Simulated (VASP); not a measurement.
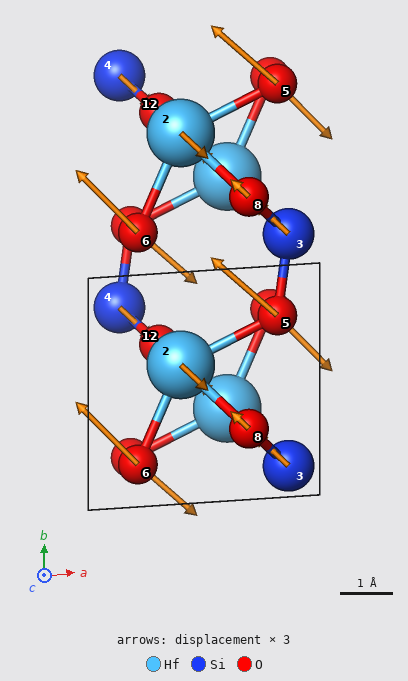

This is a relaxation of crystalline HfSiO₄ (a generated structure, set up in Cmcm). The starting structure is drawn; orange arrows show the displacements (the part carried along by the change of the cell is left out), magnified 3 times.

The picture is a ball-and-stick view of the cell of the calculation, repeated 1 × 2 × 1 with one cell outlined, seen along the c axis.

The run lets cell and atoms move.

Level of theory: Kohn-Sham DFT of a periodic cell, PBE, VASP PAW PBE potentials, recommended (VASP).

Input
```
SYSTEM = HfSiO4
  PREC = Accurate
  ENCUT = 520
  EDIFF = 1E-6
  ISMEAR = 0
  SIGMA = 0.03
  LREAL = .False.
  LASPH = .True.
  NELM = 120
  ALGO = Normal
  ISIF = 3
  LWAVE = .False.
  LCHARG = .False.
  GGA = PE
  IBRION = 2
  NSW = 90
  EDIFFG = -0.01
  KPAR = 4
```

Command:
```bash
cat potpaw_PBE.64/Hf_pv/POTCAR potpaw_PBE.64/Si/POTCAR potpaw_PBE.64/O/POTCAR > POTCAR
mpirun -np 4 vasp_std > vasp.out
```

### Which element moves most?

Oxygen: up to 0.58 Å, against 0.30 Å for silicon.

### Describe the change and its energy.

After 61 geometry steps the energy has fallen by 17.5 meV per atom. The largest force component goes from 0.076 to 0.0071 eV/Å. The pressure goes from 0.45 to 0.00 GPa. The largest moves relative to the cell, 0.58 Å, are those of O atoms. By element the largest moves are O 0.58 Å, Si 0.30 Å, Hf 0.25 Å. The drawn cell changes as follows: a = b 4.547 → 5.011 Å (+10.2 %), c 6.486 → 6.357 Å (−2.0 %), γ 86.2° → 94.9°; the volume changes by +18.9 %. Among the contacts that change: Hf–Hf 3.475 → 3.327 Å, Hf–O 2.127 → 2.022 Å, Hf–O 2.226 → 2.150 Å, O–Si 1.652 → 1.678 Å. Bond angles that change, for instance: O–Hf–O 140.4° → 178.6°, Hf–O–Si 125.0° → 148.0°, O–Hf–O 73.8° → 89.4°. The space group stays Cmcm (No. 63). The volume changes by over a tenth within one run on a fixed set of plane waves, so the end point should be relaxed again from the new cell.
